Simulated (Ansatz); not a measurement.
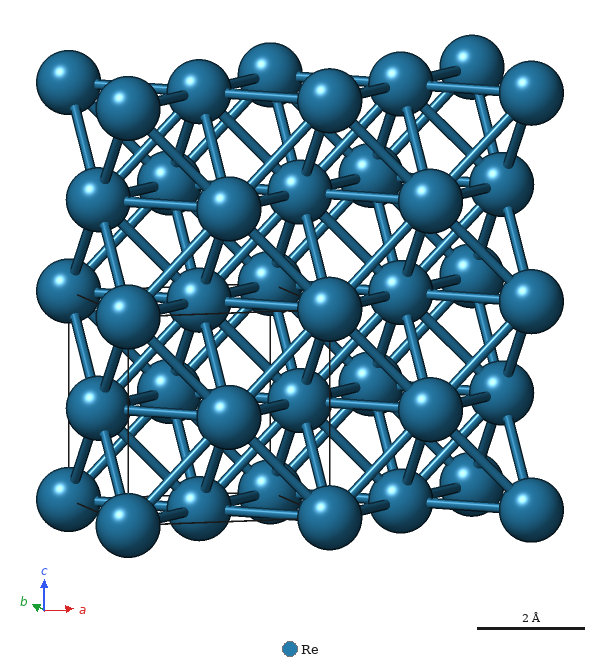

This is crystalline Re (set up in Fm-3m). A ball-and-stick model of the conventional cell (4 times the calculation's cell), repeated 2 × 1 × 2 with one cell outlined, seen slightly off an axis. Lengths and directions refer to the drawn axes.

The calculation used DFT, LDA, PAW with Ansatz's default frozen-core files, scalar-relativistic in Ansatz 0.2.0. (plane-wave cutoff 420 eV; k-point mesh 14 × 14 × 14; occupations fermi dirac; smearing width 0.03 eV; no spin polarisation)

Now this is done to it. All lengths are scaled by −2.0 % (volume −6.0 %), the atoms keeping their fractional coordinates. No relaxation follows.

Predict the response.

Answer. It lowers the energy by 81.9 meV per atom. Pressure: −23.9 GPa before, −3.1 GPa after. All forces vanish by symmetry. Some distances before and after: Re–Re 2.793 → 2.736 Å. The space group stays Fm-3m (No. 225).

The changed structure in the same view:

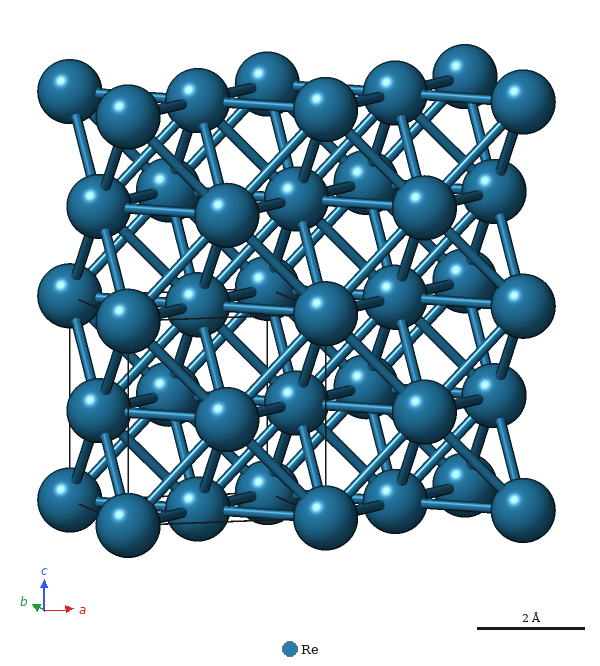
